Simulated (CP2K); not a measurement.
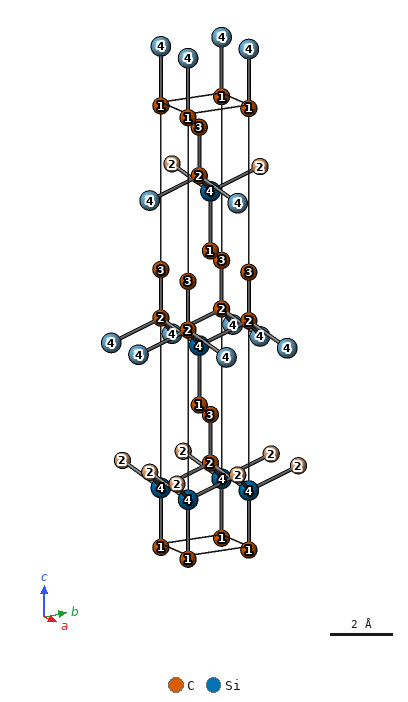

Figure 1. The structure as given in the input (ball-and-stick view of the cell 3 times as large as that of the calculation, set on its symmetry axes, seen slightly off an axis; neighbours outside the cell are drawn fainter; atoms are numbered from 1 in the order of the input).

**Single-point calculation, with input and output: SiC₃**

The run: single-point calculation of SiC₃ (R3m, 4 atoms in the cell). Method and program: DFT, PBE, Gaussian and plane waves, basis DZVP-MOLOPT-SR-GTH, GTH potentials (CP2K 2026.2).

The structure was built on a prototype by a generator. The geometry comes from this level: r2SCAN (a point of a series of volumes). It belongs to a series of runs on one base structure; here: volume +12%.

The input:
```
&GLOBAL
 PROJECT run
 RUN_TYPE ENERGY_FORCE
 PRINT_LEVEL LOW
&END GLOBAL
&FORCE_EVAL
 METHOD QS
 STRESS_TENSOR ANALYTICAL
 &DFT
  BASIS_SET_FILE_NAME BASIS_MOLOPT
  POTENTIAL_FILE_NAME GTH_POTENTIALS
  &QS
   EXTRAPOLATION USE_GUESS
  &END QS
  &MGRID
   CUTOFF 350
   REL_CUTOFF 50
  &END MGRID
  &XC
   &XC_FUNCTIONAL PBE
   &END XC_FUNCTIONAL
  &END XC
  &KPOINTS
   SCHEME MONKHORST-PACK 7 7 7
   SYMMETRY F
   FULL_GRID F
  &END KPOINTS
  &SCF
   ADDED_MOS 10
   EPS_SCF 1e-6
   MAX_SCF 80
   &DIAGONALIZATION
   &END DIAGONALIZATION
   &MIXING
    METHOD BROYDEN_MIXING
    ALPHA 0.3
   &END MIXING
   &SMEAR
    METHOD FERMI_DIRAC
    ELECTRONIC_TEMPERATURE [K] 232
   &END SMEAR
   &PRINT
    &ITERATION_INFO
    &END ITERATION_INFO
   &END PRINT
  &END SCF
 &END DFT
 &SUBSYS
  &CELL
   A 5.13829832 0.00000000 0.00000000
   B 4.29728686 2.81699047 0.00000000
   C 4.29728686 1.28295341 2.50788076
  &END CELL
  &COORD
   SCALED
   C 1.00823789 0.00823789 0.00823789
   C 0.48896047 0.48896047 0.48896047
   C 0.37917240 0.37917240 0.37917240
   Si 0.87362924 0.87362924 0.87362924
  &END COORD
  &KIND C
   BASIS_SET DZVP-MOLOPT-SR-GTH
   POTENTIAL GTH-PBE
  &END KIND
  &KIND Si
   BASIS_SET DZVP-MOLOPT-SR-GTH
   POTENTIAL GTH-PBE
  &END KIND
 &END SUBSYS
 &PRINT
  &STRESS_TENSOR
  &END STRESS_TENSOR
  &FORCES
  &END FORCES
 &END PRINT
&END FORCE_EVAL
```

Machine: 2 threads of Arm Neoverse V1, 24 GiB of memory available, shared host.

Launch command:
```bash
cp2k.psmp -i run.inp
```

Log:
```
g2hvkb

 CP2K| version string:                                       CP2K version 2026.2
 CP2K|            -lib tblite libvori libbqb
 CP2K| Input file name                                                   run.inp

 GLOBAL| Force Environment number                                              1
 GLOBAL| Cholesky decomposition library                                ScaLAPACK
 GLOBAL| Direct generalized diagonalization requested                          F
 GLOBAL| Matrix multiplication library                                 ScaLAPACK

 GENERATE|  Preliminary Number of Bonds generated:                             0
 GENERATE|  Achieved consistency in connectivity generation.

 *******************************************************************************
 *******************************************************************************
 **                                                                           **
 **     #####                         ##              ##                      **
 **    ##   ##            ##          ##              ##                      **
 **   ##     ##                       ##            ######                    **
 **   ##     ##  ##   ##  ##   #####  ##  ##   ####   ##    #####    #####    **
 **   ##     ##  ##   ##  ##  ##      ## ##   ##      ##   ##   ##  ##   ##   **
 **   ##  ## ##  ##   ##  ##  ##      ####     ###    ##   ######   ######    **
 **    ##  ###   ##   ##  ##  ##      ## ##      ##   ##   ##       ##        **
 **     #######   #####   ##   #####  ##  ##  ####    ##    #####   ##        **
 **           ##                                                    ##        **
 **                                                                           **
 **                                                ... make the atoms dance   **
 **                                                                           **
 **                      J. Chem. Phys. 152, 194103 (2020)                    **
 **                                                                           **
 *******************************************************************************

 TOTAL NUMBERS AND MAXIMUM NUMBERS

  Total number of            - Atomic kinds:                                   2
                             - Atoms:                                          4
                             - Shell sets:                                     4
                             - Shells:                                        20
                             - Primitive Cartesian functions:                 19
                             - Cartesian basis functions:                     56
                             - Spherical basis functions:                     52

  Maximum angular momentum of- Orbital basis functions:                        2
                             - Local part of the GTH pseudopotential:          2
                             - Non-local part of the GTH pseudopotential:      2

 SCF PARAMETERS         Density guess:                                    ATOMIC
                        --------------------------------------------------------
                        max_scf:                                              80
                        max_scf_history:                                       0
                        max_diis:                                              4
                        --------------------------------------------------------
                        eps_scf:                                        1.00E-06
                        eps_scf_history:                                0.00E+00
                        eps_diis:                                       1.00E-01
                        eps_eigval:                                     1.00E-05
                        --------------------------------------------------------
                        level_shift [a.u.]:                             0.000000
                        added MOs                                        10    0
                        --------------------------------------------------------
                        Mixing method:                            BROYDEN_MIXING
                                                charge density mixing in g-space
                        --------------------------------------------------------
                        Smear method:                                FERMI_DIRAC
                        Electronic temperature [K]:                        232.0
                        Electronic temperature [a.u.]:                  7.35E-04
                        Accuracy threshold:                             1.00E-10
                        --------------------------------------------------------
                        No outer SCF

 Extrapolation method: initial_guess

 Number of electrons:                                                         16
 Number of occupied orbitals:                                                  8
 Number of molecular orbitals:                                                18

 Number of orbital functions:                                                 52
 Number of independent orbital functions:                                     52

 SCF WAVEFUNCTION OPTIMIZATION

  ------------------------------------------------------------------------------
     1 NoMix/Diag. 0.30E+00    1.8     1.36352517       -20.9284309387 -2.09E+01
     2 Broy./Diag. 0.30E+00    2.5     0.11682166       -20.6609410140  2.67E-01
     3 Broy./Diag. 0.30E+00    2.5     0.06122925       -20.8741053918 -2.13E-01
     4 Broy./Diag. 0.30E+00    2.5     0.00828754       -20.9418721712 -6.78E-02
     5 Broy./Diag. 0.30E+00    2.5     0.00197776       -20.9475004386 -5.63E-03
     6 Broy./Diag. 0.30E+00    2.5     0.00082299       -20.9436799684  3.82E-03
     7 Broy./Diag. 0.30E+00    2.5     0.00023280       -20.9410622682  2.62E-03
     8 Broy./Diag. 0.30E+00    2.5     0.00010999       -20.9396480261  1.41E-03
     9 Broy./Diag. 0.30E+00    2.5     0.00002260       -20.9393127722  3.35E-04
    10 Broy./Diag. 0.30E+00    2.5     0.00002052       -20.9393355298 -2.28E-05
    11 Broy./Diag. 0.30E+00    2.5     0.00000310       -20.9393691782 -3.36E-05
    12 Broy./Diag. 0.30E+00    2.5     0.00000121       -20.9393772816 -8.10E-06
    13 Broy./Diag. 0.30E+00    2.5     0.00000080       -20.9393777688 -4.87E-07

  *** SCF run converged in    13 steps ***

  Electronic density on regular grids:        -15.9999999996        0.0000000004
  Core density on regular grids:               15.9999999983       -0.0000000017
  Total charge density on r-space grids:       -0.0000000013
  Total charge density g-space grids:          -0.0000000013

  Overlap energy of the core charge distribution:               0.00000000541317
  Self energy of the core charge distribution:                -50.26301620843666
  Core Hamiltonian energy:                                     14.17612648207668
  Hartree energy:                                              21.51959340231029
  Exchange-correlation energy:                                 -6.37208145017520
  Electronic entropic energy:                                  -0.00000000000000
  Fermi energy:                                                 0.33018611204537

  Total energy:                                               -20.93937776881172
  Total energy (extrapolated to T->0):                        -20.93937776881172

 ENERGY| Total FORCE_EVAL ( QS ) energy [hartree]            -20.939376449375697

 FORCES| Atomic forces [hartree/bohr]
 FORCES|   Atom     x               y               z               |f|
 FORCES|      1 -1.41942532E-03 -4.23778240E-04 -2.59194365E-04   1.50384107E-03
 FORCES|      2  1.41710890E-03  4.23100095E-04  2.58793225E-04   1.50139444E-03
 FORCES|      3  8.02189913E-03  2.39493898E-03  1.46495819E-03   8.49898234E-03
 FORCES|      4 -8.03807079E-03 -2.39978045E-03 -1.46793332E-03   8.51612332E-03
 FORCES| Sum    -1.84880857E-05 -5.51961149E-06 -3.37627236E-06
 FORCES| Total atomic force                                       1.95876144E-05

 STRESS| Analytical stress tensor [bar]
 STRESS|                        x                   y                   z
 STRESS|      x       -2.55116273387E+05  -9.09193977289E+03  -5.56140227457E+03
 STRESS|      y       -9.09193977289E+03  -2.27377086154E+05  -1.66030865704E+03
 STRESS|      z       -5.56140227457E+03  -1.66030865704E+03  -2.25678154664E+05
 STRESS| 1/3 Trace                                            -2.36057171402E+05
 STRESS| Determinant                                          -1.30648237043E+16

 STRESS| Eigenvectors and eigenvalues of the analytical stress tensor [bar]
 STRESS|                        1                   2                   3
 STRESS| Eigenvalues  -2.58846285977E+05  -2.24662697342E+05  -2.24662530886E+05
 STRESS|      x           0.943866111109     -0.221371169761     -0.245176608791
 STRESS|      y           0.281791585113      0.926889151492      0.247931449004
 STRESS|      z           0.172366664002     -0.303102797817      0.937239791674
```

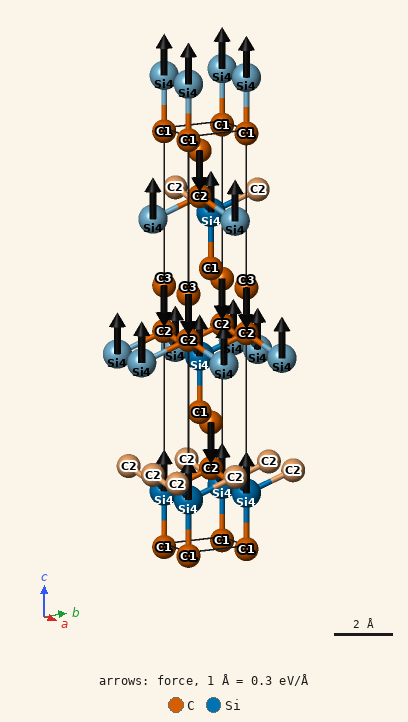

Figure 2. Forces on the atoms as black arrows (ball-and-stick view of the cell 3 times as large as that of the calculation, set on its symmetry axes, seen slightly off an axis; neighbours outside the cell are drawn fainter; atoms are numbered from 1 in the order of the input). The largest act on Si4 (0.44 eV/Å); C3 (0.44 eV/Å). The geometry is not a stationary point of this energy.

Summary:

- outcome: converged
- space group (tolerance 0.01 Å): R3m (160)
- free energy: −569.7895 eV
- pressure: −23.61 GPa
- largest force (length of the vector): 0.438 eV/Å
- wall time: 36 s (CPU time 61 s)
- peak memory: 0.32 GiB

Notes:

The cell is under a tension of 24 GPa at this level, so it is not at its equilibrium volume.
